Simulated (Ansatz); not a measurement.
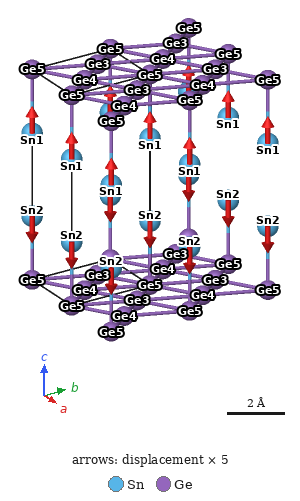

A relaxation of solid Sn₂Ge₃ (a generated structure, set up in P6/mmm) (coarse preliminary run). The starting structure is drawn; red arrows show the displacements (the part carried along by the change of the cell is left out), 5 times their true length.

Style: ball-and-stick. Shown: the cell of the calculation, repeated 2 × 2 × 1 with one cell outlined, slightly off an axis.

Level of theory: DFT PBE, scalar-relativistic, plane waves, PAW in Ansatz 0.2.0. Set-up: plane-wave cutoff 420 eV; k-point mesh 6 × 6 × 2; occupations gaussian; smearing width 0.1 eV; no spin polarisation; cell and atoms relaxed; force threshold 0.04 eV/Å; at most 70 steps.

Question: Atoms of which element are displaced furthest, and by how much?

Answer: Tin: up to 0.20 Å, against 0.00 Å for germanium.

Question: Describe the change and its energy.

Answer: After 7 accepted moves (9 points after the start) the energy has fallen by 696 meV per atom. The largest force component goes from 3.6 to 0.039 eV/Å. The pressure goes from 25.77 to 0.06 GPa. The SCF was repeated twice at an unchanged geometry on a basis and grid sized afresh for the cell, which shifted the energy by 23.6 meV per atom at most. The largest moves relative to the cell, 0.20 Å, are those of Sn1 and Sn2. Sn2 goes along −c. Ge stays in place. Cell: a = b 4.269 → 4.892 Å (+14.6 %), c 7.686 → 9.211 Å (+19.8 %). Volume +57.4 %. Near-neighbour distances that change, for instance: Ge3–Ge4 2.464 → 2.824 Å, Sn1–Ge5 2.330 → 2.592 Å. The space group stays P6/mmm (No. 191). The run took 69 s on 1 thread of Arm Neoverse V1 (shared host), peak memory 0.42 GiB.

Limits of the set-up: the k-point mesh is coarse for a cell with partly filled bands.
